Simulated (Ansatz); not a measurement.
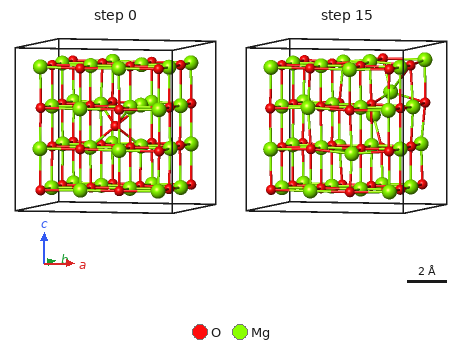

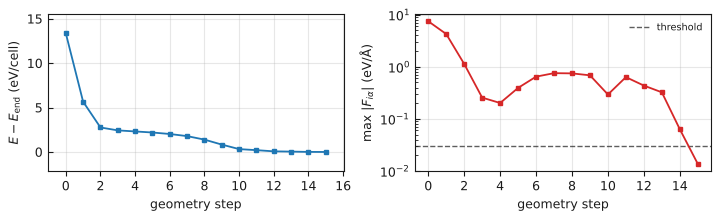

First and last geometry of a relaxation of a defect cell of composition O₃₂Mg₃₃, with the history of the run. A ball-and-stick model of the cell of the calculation (origin shifted), seen from a free direction.

Computed with DFT, PBEsol, PAW, plane waves (Ansatz). Set-up: plane-wave cutoff 420 eV; k-point mesh 1 × 1 × 1; mesh shifted by (0.25, 0.25, 0.25); no spin polarisation; atoms relaxed in a fixed cell; force threshold 0.03 eV/Å; at most 80 steps.

> Read the history and describe the run.

It converged. Over 15 geometry steps the energy falls by 13.381 eV per cell of the calculation. The largest force component goes from 7.5 to 0.014 eV/Å. The atom that moves furthest is an O atom (1.77 Å roughly along [1 1 1]). Largest moves by element: O 1.77 Å, Mg 1.70 Å. The cell stays as it was. Near-neighbour distances that change, for instance: Mg–O 1.819 → 3.595 Å, Mg–Mg 2.105 → 3.698 Å, Mg–O 3.522 → 2.216 Å, Mg–O 3.489 → 2.211 Å. New bonds form: Mg–O (2.99 → 1.87 Å), Mg–O (3.00 → 1.87 Å), Mg–O (3.49 → 2.21 Å), Mg–O (3.52 → 2.22 Å). Bonds break: Mg–O (1.82 → 3.59 Å), Mg–O (2.08 → 3.15 Å), Mg–O (2.11 → 3.16 Å). Bond angles that change, for instance: Mg–O–Mg 70.3° → 157.1°, O–Mg–O 123.9° → 179.8°, O–Mg–O 124.5° → 172.2°.

Limits of the set-up: the periodic images lie only 8.4 Å apart, so the values are limited by the cell's size.
